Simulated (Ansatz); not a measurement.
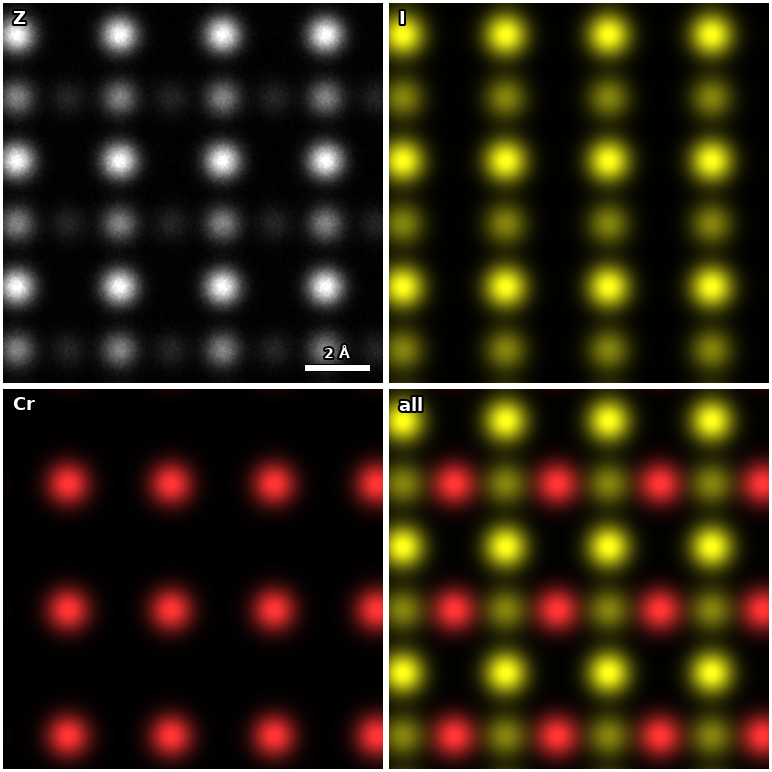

A crystal along [211]. Panel Z: Simulated incoherent Z contrast: every atom adds Z^1.7 spread by a probe of 0.88 Å full width; channelling and multiple scattering are left out. Shot noise was added. The other panels are simulated element maps (the number of atoms of one element along the beam, blurred by 1.1 Å; each on its own scale, no channelling); the last overlays them.

**Describe the distribution of the elements over the columns.**

The projected cell (3.25 × 3.98 Å, 90°) holds 3 columns: 2 of I and 1 of Cr. No column is shared by two of the mapped elements. The brightest columns of the Z-contrast image hold I.

The crystal is CrI3 (Pm-3m, No. 221). Model: the geometry given to an electronic-structure calculation, possibly off equilibrium; the starting structure was generated, so it need not be a known form of this composition.
